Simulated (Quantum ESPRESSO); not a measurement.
Relaxation of cell and atoms of VO2 (part 2 of 2)

VO2 (P4₂/mnm, 6 atoms in the cell); Kohn-Sham DFT of a periodic cell, Q2D, PseudoDojo 0.4.1 SR PBE standard, spin-polarised (Quantum ESPRESSO 7.5); cutoff 1142.88 eV, 3×3×5 k-mesh, fermi-dirac of 0.05 eV, collinear spins. The structure derives from a Materials Project entry.

Geometry of the input (Å; fractional positions):
```
4.5072  0.0000  0.0000
0.0000  4.5072  0.0000
0.0000  0.0000  3.0444
V  0.5000  0.5000  0.5000
V  0.0000  0.0000  0.0000
O  0.2004  0.7996  0.5000
O  0.7996  0.2004  0.5000
O  0.7004  0.7004  0.0000
O  0.2996  0.2996  0.0000
```

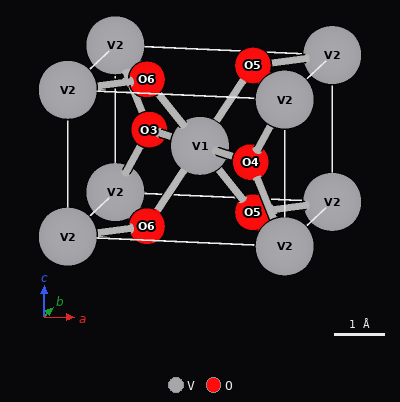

**Figure 1.** The structure as given in the input (ball-and-stick view of the cell of the calculation, seen slightly off an axis; atoms are numbered from 1 in the order of the input). An atom can appear more than once, as a periodic image.

What the program printed, continued:
```
   -54.0096 -53.9972 -27.9680 -27.9680 -27.8372 -27.8372 -27.8333 -27.8089
    -8.7057  -7.1160  -6.5200  -6.5200   3.4522   4.0402   4.2870   6.0646
     6.0646   6.9526   6.9526   8.1362   9.5586   9.6003   9.6003  10.1064
    10.8110  10.9358  11.6268  11.6440  11.6440  13.9623  14.0626  16.1729
    16.1729  17.4516  18.5579  22.2039  22.2039

          k = 0.0000 0.0000 0.3259 (  4931 PWs)   bands (ev):

   -53.9917 -53.9816 -27.9940 -27.9756 -27.9412 -27.9412 -27.8165 -27.8165
    -8.2483  -6.8946  -6.6638  -6.6638   4.0810   4.4966   4.8225   5.4055
     5.4055   6.7643   7.8172   7.8217   7.8217   8.5957   8.5957   9.9402
    11.3348  11.4786  11.8364  12.2762  12.2762  13.7517  14.5251  15.7795
    15.7795  16.9289  19.7437  23.8299  23.8299

          k = 0.0000 0.0000 0.6517 (  4928 PWs)   bands (ev):

   -53.9613 -53.9575 -28.2454 -28.2391 -27.9009 -27.9009 -27.7792 -27.7792
    -7.2812  -6.9045  -6.9045  -6.7115   4.8808   5.0180   5.4496   5.4496
     5.6978   6.1279   6.3195   6.9507   6.9507   8.3380   8.3380   8.3685
    11.8592  12.3227  12.8114  12.9014  12.9214  12.9214  15.0101  15.5038
    15.8722  15.8722  22.1488  24.3359  25.6190

          k = 0.0000 0.3335 0.0000 (  4939 PWs)   bands (ev):

   -54.0065 -54.0003 -27.9469 -27.9458 -27.8611 -27.8600 -27.8272 -27.8150
    -8.2791  -7.3745  -6.7530  -6.6288   4.0931   4.4000   5.1892   6.1209
     6.1406   6.3217   6.5630   7.6643   8.1546   8.7960   9.1294   9.7237
    11.3414  11.5328  12.1140  12.2463  12.4264  13.5242  14.8760  15.8587
    15.9091  16.6488  19.8564  21.8274  23.0144

          k = 0.0000 0.3335 0.3259 (  4930 PWs)   bands (ev):

   -53.9891 -53.9841 -27.9970 -27.9872 -27.9214 -27.9201 -27.8312 -27.8306
    -7.8943  -7.1241  -6.8259  -6.7271   4.5635   4.9132   5.0567   5.2514
     6.0730   6.6025   6.6458   7.2981   7.4468   8.2915   8.8837   9.5566
    11.5760  12.0005  12.2713  12.3233  12.7011  13.3306  14.8810  15.0639
    15.8396  16.7881  20.8363  22.8180  24.3915

          k = 0.0000 0.3335 0.6517 (  4921 PWs)   bands (ev):

   -53.9603 -53.9584 -28.2473 -28.2441 -27.8962 -27.8960 -27.7812 -27.7810
    -7.3275  -7.1778  -6.6978  -6.5593   4.4956   4.6901   4.9840   5.2514
     5.8926   6.4706   6.6607   7.4284   7.6748   7.8915   8.3115   9.0413
    11.1421  11.7837  12.5608  12.8028  13.2072  13.2480  14.5501  14.7037
    16.6168  16.9500  22.3783  23.5981  24.9705

          k = 0.3335 0.3335 0.0000 (  4918 PWs)   bands (ev):

   -54.0049 -54.0018 -27.9746 -27.9513 -27.8568 -27.8329 -27.8241 -27.8180
    -8.0534  -7.5956  -6.7485  -6.6582   3.7665   4.2652   5.7363   6.0130
     6.1006   6.6565   7.1513   8.0039   8.1493   8.4354   8.9293   9.2621
    10.8158  11.4130  11.6605  12.1848  13.0372  13.5232  15.1279  15.8794
    16.0371  16.1625  20.8969  22.2812  23.1015

          k = 0.3335 0.3335 0.3259 (  4924 PWs)   bands (ev):

   -53.9879 -53.9854 -27.9921 -27.9850 -27.9461 -27.9235 -27.8288 -27.8137
    -7.6858  -7.2891  -6.8241  -6.7828   4.2554   4.7451   4.9357   5.1328
     6.6376   6.7305   7.3329   7.5343   7.6967   8.2371   8.5159   8.9684
    11.6067  11.7802  11.9228  12.3766  12.8681  13.1705  15.0284  15.6043
    15.7962  16.3737  21.5504  22.7858  24.0745

          k = 0.3335 0.3335 0.6517 (  4926 PWs)   bands (ev):

   -53.9598 -53.9589 -28.2453 -28.2422 -27.9025 -27.8969 -27.7812 -27.7795
    -7.2563  -6.9952  -6.8919  -6.6158   4.4094   4.7056   4.8606   5.1250
     5.5918   6.4645   6.7942   7.0827   7.8677   8.3325   8.7921   9.2904
    11.3076  12.2453  12.2755  12.5557  12.7634  13.1218  14.6617  15.7317
    15.8760  16.8264  22.1413  22.9403  24.1025

 ------ SPIN DOWN ----------

          k = 0.0000 0.0000 0.0000 (  4927 PWs)   bands (ev):

   -53.1503 -53.1372 -27.1157 -27.1157 -27.0119 -26.9860 -26.9849 -26.9849
    -8.6851  -7.1082  -6.5101  -6.5101   3.6186   4.2550   4.4241   6.2449
     6.2449   6.9921   6.9921   8.1466   9.5407   9.5799   9.5799  10.1519
    11.6062  11.6222  12.4005  12.5295  12.5295  14.5834  14.8332  16.6318
    16.6318  17.8990  18.6647  22.3726  22.3726

          k = 0.0000 0.0000 0.3259 (  4931 PWs)   bands (ev):

   -53.1317 -53.1211 -27.1805 -27.1610 -27.0841 -27.0841 -26.9655 -26.9655
    -8.2272  -6.8857  -6.6554  -6.6554   4.2374   4.6979   4.9574   5.5604
     5.5604   6.8431   7.8622   7.8622   7.9263   8.7285   8.7285   9.8999
    12.1713  12.1924  12.5634  12.9778  12.9778  14.5083  15.1397  16.2802
    16.2802  17.4002  19.8218  24.0062  24.0062

          k = 0.0000 0.0000 0.6517 (  4928 PWs)   bands (ev):

   -53.1002 -53.0962 -27.4438 -27.4371 -27.0361 -27.0361 -26.9303 -26.9303
    -7.2635  -6.8986  -6.8986  -6.7002   5.0425   5.1872   5.6138   5.6138
     5.7810   6.2369   6.4424   7.0972   7.0972   8.3928   8.3928   8.4394
    12.6122  13.1013  13.5648  13.5648  13.6323  13.6422  15.6178  16.0048
    16.3758  16.3758  22.2198  24.4399  25.7153

          k = 0.0000 0.3335 0.0000 (  4939 PWs)   bands (ev):

   -53.1470 -53.1404 -27.0892 -27.0876 -27.0151 -27.0135 -27.0054 -26.9924
    -8.2588  -7.3593  -6.7442  -6.6194   4.2525   4.5920   5.3236   6.2924
     6.3104   6.4315   6.6823   7.7787   8.2306   8.8876   9.1428   9.7173
    12.0755  12.2186  12.9582  13.0606  13.1604  14.2721  15.3899  16.2938
    16.3457  17.1004  19.9408  21.9354  23.1948

          k = 0.0000 0.3335 0.3259 (  4930 PWs)   bands (ev):

   -53.1290 -53.1237 -27.1812 -27.1708 -27.0618 -27.0605 -26.9850 -26.9844
    -7.8746  -7.1096  -6.8182  -6.7187   4.7164   5.0929   5.1966   5.4154
     6.2302   6.7003   6.7662   7.3713   7.5588   8.4383   8.9620   9.5744
    12.3729  12.7262  12.9787  12.9927  13.4547  14.0821  15.4174  15.5610
    16.3067  17.2392  20.9125  22.9030  24.5795

          k = 0.0000 0.3335 0.6517 (  4921 PWs)   bands (ev):

   -53.0992 -53.0971 -27.4456 -27.4422 -27.0306 -27.0303 -26.9330 -26.9328
    -7.3178  -7.1718  -6.6858  -6.5470   4.6498   4.8578   5.1489   5.4228
     5.9935   6.5637   6.7576   7.4757   7.7703   8.0437   8.4218   9.0312
    11.9504  12.4906  13.3554  13.5968  13.8977  13.9344  15.1144  15.3030
    17.0897  17.4143  22.4555  23.6952  25.0707

          k = 0.3335 0.3335 0.0000 (  4918 PWs)   bands (ev):

   -53.1453 -53.1420 -27.1234 -27.0948 -27.0091 -27.0021 -26.9956 -26.9798
    -8.0359  -7.5813  -6.7382  -6.6459   3.9546   4.4433   5.8483   6.1928
     6.2713   6.7571   7.2701   8.0321   8.2675   8.5040   8.9404   9.2694
    11.5710  12.1223  12.5465  13.0157  13.7138  14.2232  15.6604  16.3157
    16.5247  16.6226  20.9709  22.3446  23.2822

          k = 0.3335 0.3335 0.3259 (  4924 PWs)   bands (ev):

   -53.1277 -53.1250 -27.1763 -27.1704 -27.0900 -27.0652 -26.9816 -26.9620
    -7.6684  -7.2751  -6.8150  -6.7726   4.4250   4.9080   5.0740   5.2852
     6.7856   6.8557   7.4308   7.6297   7.8170   8.3432   8.5812   9.0251
    12.3368  12.5452  12.6859  13.1020  13.5515  13.8833  15.5319  16.1306
    16.2832  16.8337  21.6207  22.8379  24.2468

          k = 0.3335 0.3335 0.6517 (  4926 PWs)   bands (ev):

   -53.0986 -53.0976 -27.4435 -27.4403 -27.0380 -27.0314 -26.9329 -26.9304
    -7.2487  -6.9884  -6.8789  -6.6031   4.5588   4.8501   4.9858   5.2473
     5.7692   6.5927   6.9294   7.1762   7.9852   8.4307   8.8682   9.2742
    12.0949  12.9535  12.9799  13.3702  13.5587  13.8131  15.2282  16.2597
    16.3732  17.2851  22.2277  23.0211  24.2493

     the Fermi energy is    11.8919 ev

!    total energy              =    -426.84078767 Ry
     estimated scf accuracy    <          5.9E-12 Ry
     smearing contrib. (-TS)   =      -0.00184501 Ry
     internal energy E=F+TS    =    -426.83894266 Ry

     The total energy is F=E-TS. E is the sum of the following terms:
     one-electron contribution =    -147.51170640 Ry
     hartree contribution      =      99.95699064 Ry
     xc contribution           =     -77.85092460 Ry
     ewald contribution        =    -301.43330231 Ry

     total magnetization       =     1.64 Bohr mag/cell
     absolute magnetization    =     1.84 Bohr mag/cell

     convergence has been achieved in  18 iterations

     Forces acting on atoms (cartesian axes, Ry/au):

     atom    1 type  1   force =     0.00000000    0.00000000    0.00000000
     atom    2 type  1   force =     0.00000000    0.00000000    0.00000000
     atom    3 type  2   force =     0.00000067   -0.00000067   -0.00000000
     atom    4 type  2   force =    -0.00000067    0.00000067   -0.00000000
     atom    5 type  2   force =     0.00000067    0.00000067    0.00000000
     atom    6 type  2   force =    -0.00000067   -0.00000067   -0.00000000

     Total force =     0.000002     Total SCF correction =     0.000002
     SCF correction compared to forces is large: reduce conv_thr to get better values

     Computing stress (Cartesian axis) and pressure

          total   stress  (Ry/bohr**3)                   (kbar)     P=       -0.35
  -0.00000199   0.00000000   0.00000000           -0.29        0.00        0.00
   0.00000000  -0.00000199   0.00000000            0.00       -0.29        0.00
   0.00000000   0.00000000  -0.00000320            0.00        0.00       -0.47

=------------------------------------------------------------------------------=
   JOB DONE.
=------------------------------------------------------------------------------=
```

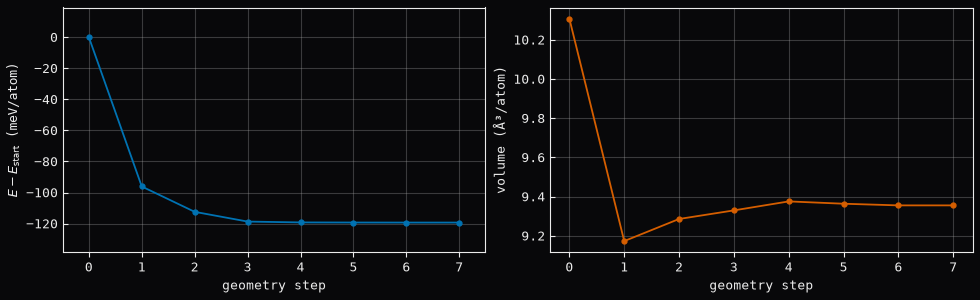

**Figure 2.** Progress of the relaxation, step by step (steps are counted from 0).

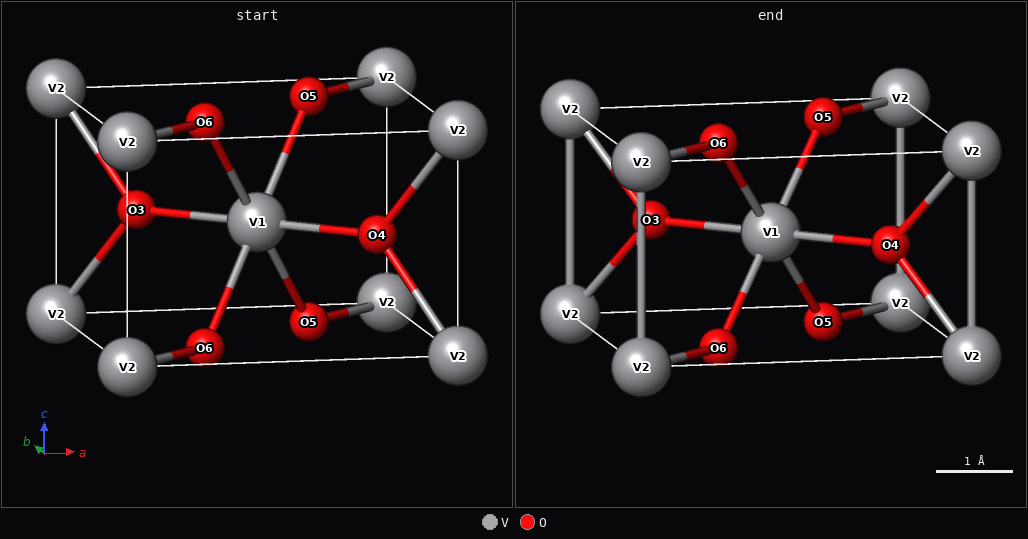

**Figure 3.** Before (left) and after (right) the relaxation, at one scale (ball-and-stick view of the cell of the calculation, seen slightly off an axis). The largest moves relative to the cell, 0.010 Å, are those of O3, O4, O5 and O6. V stays in place. The volume changes by −9.2 %, with a = b 4.507 → 4.504 Å (−0.1 %), c 3.044 → 2.766 Å (−9.1 %). Among the contacts that change: V1–V1 3.044 → 2.766 Å, V1–O5 1.987 → 1.889 Å, V1–O3 1.910 → 1.899 Å. Among the angles that change: O5–V1–O6 80.0° → 85.8°, V2–O3–V2 100.0° → 94.2°, O5–V1–O5 100.0° → 94.2°. The space group stays P4_2/mnm (No. 136). The energy falls by 119 meV per atom in 7 geometry steps. Largest force component: 0.32 eV/Å at the start, under 0.0001 eV/Å at the end. (Atoms are counted from 1 in the order of the input.)

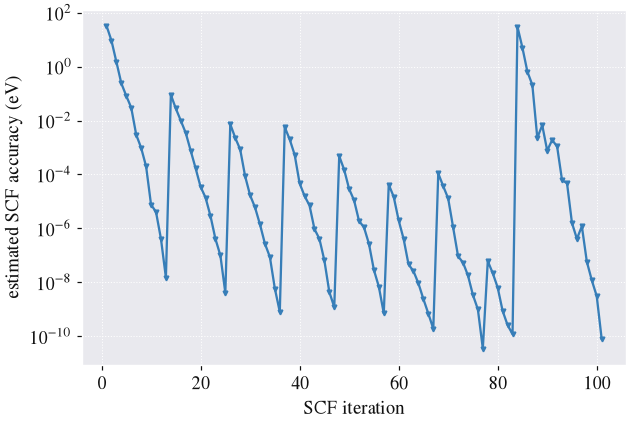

**Figure 4.** Convergence of the self-consistent field: estimated SCF accuracy against the iteration. The field takes 101 iterations in all.

Results in brief:

- outcome: converged
- space group (tolerance 0.01 Å): P4₂/mnm (136)
- electrons treated: 50
- free energy: −5807.4648 eV
- Fermi energy: 11.892 eV
- gap on the k-point mesh: none (metallic)
- net moment of the cell: 1.64 μB
- integrated absolute moment: 1.84 μB
- pressure: −0.04 GPa
- final volume: 56.13 Å³
- largest force (length of the vector) at the end: under 0.001 eV/Å
- final cell: a = 4.504 Å, b = 4.504 Å, c = 2.766 Å, α = 90.00°, β = 90.00°, γ = 90.00°
- wall time: 8.2 min
- peak memory: 0.15 GiB

Further notes kept with the run: potentials made for another functional. Notes on the run: SCF correction compared to forces is large. Points of doubt noted for this run: coarse mesh; potentials made for another functional.
